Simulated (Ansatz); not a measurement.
# MgO: 5 runs along one coordinate

System: MgO (4 atoms in the cell).
Method: Kohn-Sham DFT of a periodic cell, PBE, Ansatz PAW, no spin polarisation (Ansatz 0.2.0).

The 5 runs differ only in the geometry, by an even scaling of the cell at fixed fractional positions. The structure derives from a Materials Project entry.

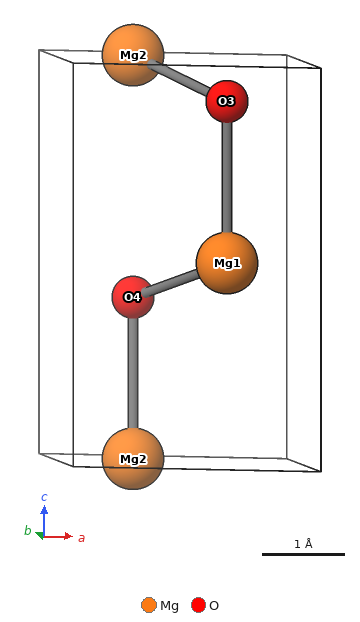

Figure 1. The structure of run 3 (ball-and-stick view of the cell of the calculation, seen at an oblique angle; atoms are numbered from 1 in the order of the input).

### Input of run 3
```yaml
crystal:
  lattice:
    - [3.2855864049, 0.0, 0.0]
    - [-1.6427932025, 2.845401293, 0.0]
    - [0.0, 0.0, 4.9494385035]
  atoms:
    - { symbol: Mg, position: [0.6666666667, 0.3333333333, 0.50215974] }
    - { symbol: Mg, position: [0.3333333333, 0.6666666667, 0.00215974] }
    - { symbol: O, position: [0.6666666667, 0.3333333333, 0.90244026] }
    - { symbol: O, position: [0.3333333333, 0.6666666667, 0.40244026] }
hamiltonian:
  xc: pbe
  pseudopotentials: { kind: paw }
kpoints:
  mp_grid: { grid: [9, 9, 6] }
scf:
  occupations: { method: fermi_dirac, width: 0.05 }
output:
  forces: true
  stress: true
  eigenvalues: true
```

Command:
```bash
ansatz run input.yaml --threads 2 --pin off --max-ram 5120MiB --backend cpu --events-out ev --progress --plain --runs-dir out
```

Run 2 differs from it as follows:
```diff
-    - [3.2855864049, 0.0, 0.0]
-    - [-1.6427932025, 2.845401293, 0.0]
-    - [0.0, 0.0, 4.9494385035]
+    - [3.2630816822, 0.0, 0.0]
+    - [-1.6315408411, 2.8259116314, 0.0]
+    - [0.0, 0.0, 4.9155371758]
```

### Results, with one run withheld

| run | volume per atom (Å³) | free energy per atom, from the lowest run given (meV) | pressure (GPa) | gap on the mesh (eV) |
| --- | --- | --- | --- | --- |
| 1 | 11.096 | 36.48 | 12.35 | 3.83 |
| 2 | 11.332 | ? | ? | ? |
| 3 | 11.568 | 9.66 | 6.05 | 3.59 |
| 4 | 12.276 | 0.00 | −1.33 | 3.27 |
| 5 | 12.512 | 3.48 | −3.35 | 3.17 |

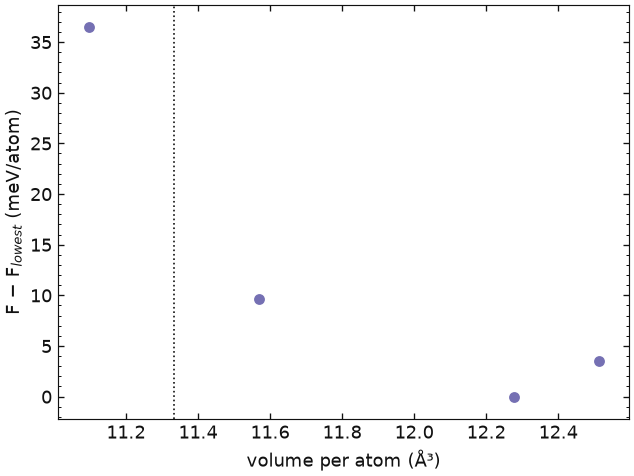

Figure 2. Free energy per atom of the runs given; the dotted line marks run 2.

Fit the runs given and predict run 2.

A quadratic polynomial in V^(−2/3) (the Birch–Murnaghan form), fitted to the 4 runs given, misses them by under 0.01 meV per atom. With x = V^(−2/3) − 0.19249 Å⁻², it reads F = 2.0287 + 1700.2 x + 2.7486e+05 x² (meV per atom). At run 2 it gives 20.75 meV per atom, and the run itself gives 20.75. The slope of the fit gives a pressure −dF/dV of 9.05 GPa there, and the run prints 9.04 GPa. The fit has its minimum at 12.132 Å³ per atom, where V d²F/dV² gives 116 GPa. Cell shape and fractional positions are held, so this is the stiffness under even scaling; the relaxed bulk modulus wasn't computed. The gap on the mesh goes, without turning, from 3.83 eV in run 1 to 3.17 eV in run 5; run 2 has 3.71 eV. These are gaps of this functional on this mesh, which can miss the band edges; they aren't the measured gap.

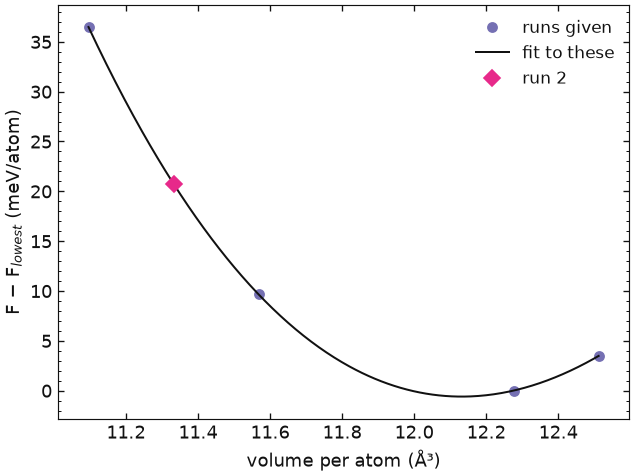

Figure 3. The fit and the withheld run.

### Output, shortened to warnings, some set-up lines, iterations and results (run 2)
```
Basis set: ecut = 420 eV, 905 PW (Γ), exchange–correlation on 48×48×72 points (8 copies of the dense FFT grid, shifted against one another)
Symmetry: 12 space group operations
k-points: 48 of 486 (time reversal used)
Initial density: superposition of atomic densities (neutral atoms: chi_scale 0, normalization atom), corrected by the library's trained network
[...]
SCF iter   1: F=—  HF=-4987.919889 eV  |F-HF|=—  |Δ(HF+E_count)|=         —  Δρ=1.22e-3  dr2=4.95e-4  ethr=1.77e-3  ⟨swp⟩=5.7  Hψ=4490  notcnv=0
SCF iter   2: F=—  HF=-4987.919268 eV  |F-HF|=—  |Δ(HF+E_count)|=   6.21e-4  Δρ=4.68e-4  dr2=5.16e-5  ethr=1.55e-6  ⟨swp⟩=2.1  Hψ=2022  notcnv=0
SCF iter   3: F=—  HF=-4987.919028 eV  |F-HF|=—  |Δ(HF+E_count)|=   2.40e-4  Δρ=2.63e-4  dr2=2.37e-5  ethr=1.61e-7  ⟨swp⟩=3.0  Hψ=1846  notcnv=0
SCF iter   4: F=—  HF=-4987.919032 eV  |F-HF|=—  |Δ(HF+E_count)|=   3.43e-6  Δρ=8.55e-5  dr2=2.59e-6  ethr=7.42e-8  ⟨swp⟩=3.0  Hψ=1851  notcnv=0
SCF iter   5: F=—  HF=-4987.919032 eV  |F-HF|=—  |Δ(HF+E_count)|=   2.78e-7  Δρ=3.93e-5  dr2=6.08e-7  ethr=8.10e-9  ⟨swp⟩=2.0  Hψ=1578  notcnv=0
SCF iter   6: F=-4987.919032 eV  HF=-4987.919032 eV  |F-HF|=5.80e-10  |Δ(HF+E_count)|=   1.00e-8  Δρ=6.68e-6  dr2=9.25e-9  ethr=3.13e-10  ⟨swp⟩=3.8  Hψ=4262  notcnv=0
SCF 1 converged in 6 iterations: F = -4987.919032 eV  dr2 = 9.25e-9
SCF converged after 6 iterations
Free energy (F): -4987.919032 eV
Harris-Foulkes:  -4987.919032 eV  (|F-HF|=5.80e-10)
Internal energy: -4987.919032 eV  (E = F + TS)
E sigma→0 (E₀):  -4987.919032 eV
Fermi energy:    7.359760 eV
--- Per-component energies (eV) ---
  E_band       = -654.194614
  E_kinetic    = 510.853853
  E_local      = -3684.057913  (includes V_loc(G=0)·N_el)
  E_nonlocal   = 286.283058
  E_hartree    = 1312.557464
  E_xc         = -209.892814
  E_vxc        = -268.832162  (∫ρ·V_xc dr)
  E_paw        = -899.554378  (= ΣΔE_a)
  E_vpaw       = -123.558789  (= ΣTr[D̂ρ^β])
  E_aug_tail   = 0.004947  (compensation charges beyond the density's cutoff)
  E_ewald      = -2304.113248
  E_smearing   = -0.000000  (= −TS)
  E_closure    = -0.000000  (closes the sum)
  Σ components = -4987.919032   (vs F -4987.919032, Δ=0.00e0)
--- Forces (eV/Å), atoms counted from 1 ---
  atom   1  Mg     0.00000000     0.00000000    -0.03349062
  atom   2  Mg     0.00000000    -0.00000000    -0.03349062
  atom   3  O      0.00000000     0.00000000     0.03344822
  atom   4  O     -0.00000000    -0.00000000     0.03344822
  max |Σ_I F_I| component: 8.48e-5 eV/Å
--- Stress (GPa, compression-positive) ---
        9.267601       0.000000      -0.000000
       -0.000000       9.267601       0.000000
       -0.000000       0.000000       8.597290
  P = ⅓ Tr σ = 9.0442 GPa (90.442 kbar)
```
